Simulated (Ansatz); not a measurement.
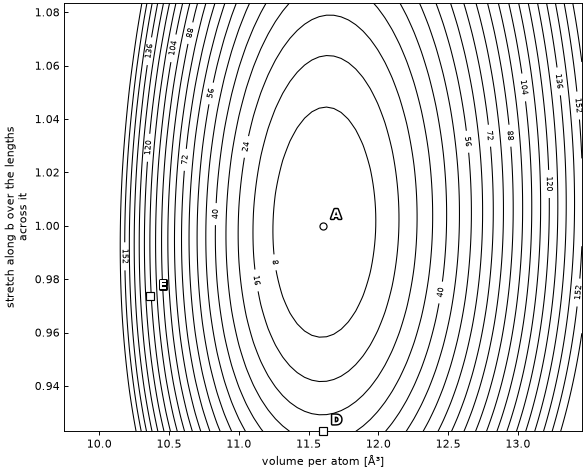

SnO₂ (Pbcn, No. 60; 12 atoms in the cell). The energy is mapped over volume and the cell's shape. The first coordinate is: volume per atom; the second: stretch along b over the lengths across it, relative to the relaxed cell. Nothing is relaxed (fractional coordinates fixed). The scan uses a 7 × 7 grid. Points are written as (first, second). Energies are in meV/atom, from the lowest grid point. The band gap closes in part of the range. Computed with DFT LDA, scalar-relativistic, plane waves, PAW (Ansatz 0.2.0). Settings: cutoff 520 eV, k-mesh 6×6×6, gaussian smearing 0.05 eV, no spin polarisation.

The picture shows contour lines labelled in meV/atom (none above 160), lettered points. Between grid points the surface is interpolated.

Q: Is D the lowest point of the computed grid?

A: No. D lies 29 meV/atom above the lowest grid point, which is at (11.60 Å³, 1.000).

Q: What kind of point is each of A, E: minimum, saddle, maximum or slope?

A: A: minimum; E: on a slope. (In these two coordinates alone; a stationary point may lie a little off the grid point.)

Q: Rank the lettered points by energy, lowest first.

A: A (0 meV/atom), D (29 meV/atom), E (114 meV/atom).

PAW datasets: the set soft_1.
